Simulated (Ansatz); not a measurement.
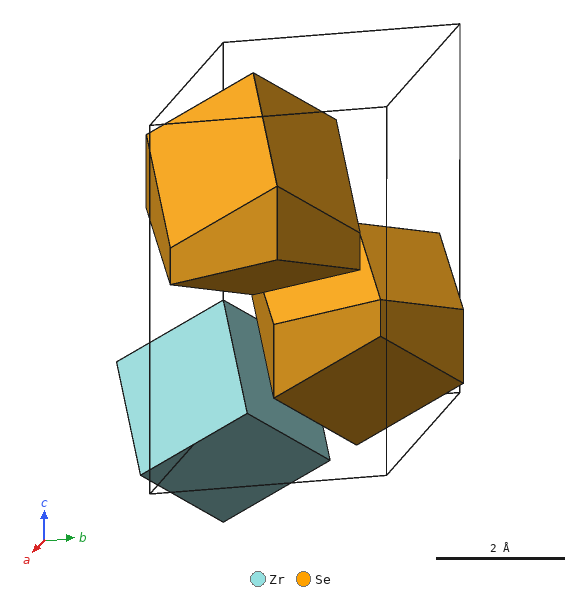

Computed Voronoi cells of the atoms in the unit cell of ZrSe2 (space group P-3m1 (No. 164), a = 3.798 Å, b = 3.798 Å, c = 6.192 Å, α = 90.00°, β = 90.00°, γ = 120.00°), coloured by the element inside, shrunk a little to part them. Source: a calculation's input that goes back to an entry of the Crystallography Open Database (an earlier step may have relaxed or displaced it).

| site | Wyckoff | x | y | z |
| --- | --- | --- | --- | --- |
| Zr | 1a | 0.0000 | 0.0000 | 0.0000 |
| Se | 2d | 0.3333 | 0.6667 | 0.2500 |

Q: Rank the elements by the mean volume of their Voronoi cells.

A: Se: 29.0 Å³ per atom, 75 % of the volume; Zr: 19.3 Å³ per atom, 25 % of the volume. The partition uses no radii, so it reflects positions alone and not ionic sizes.

Q: What shape is the cell of Zr?

A: Topologically a cube (six four-edged faces); index ⟨0,6,0,0⟩, 6 faces.
